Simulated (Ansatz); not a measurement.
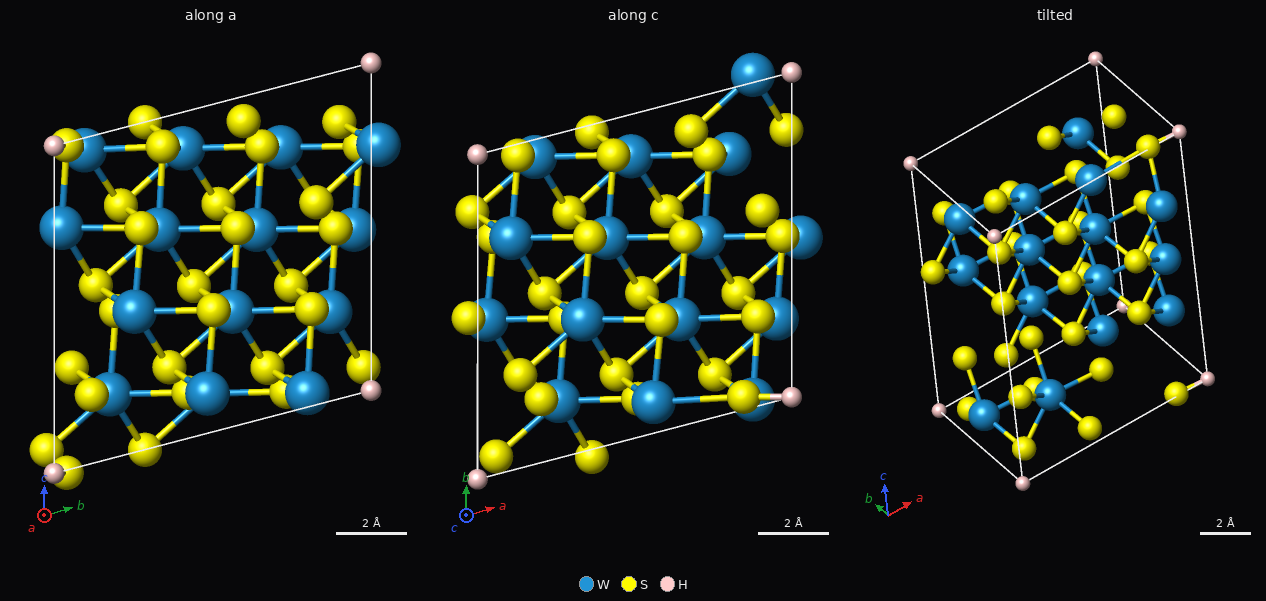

An orthographic ball-and-stick view of the structure, along the a axis, along the c axis and slightly off an axis. The parallelepiped is the simulation cell.

The stoichiometry is HW13S26. There is no symmetry operation other than the lattice translations (P1). The cell holds 40 atoms (1 H, 13 W, 26 S), Z = 1. Each W atom is coordinated by six S in a distorted trigonal prismatic arrangement at about 2.4 to 2.8 Å. Each H has one S at about 1.5 Å. Not all metal-metal contacts are counted. The bonds build HW13S26 layers parallel to (111).

Origin of the cell: a structure listed in the Materials Project, repeated into a supercell with a point defect put in. The atoms were relaxed in a fixed cell with DFT PBE, scalar-relativistic, plane waves, PAW in Ansatz.
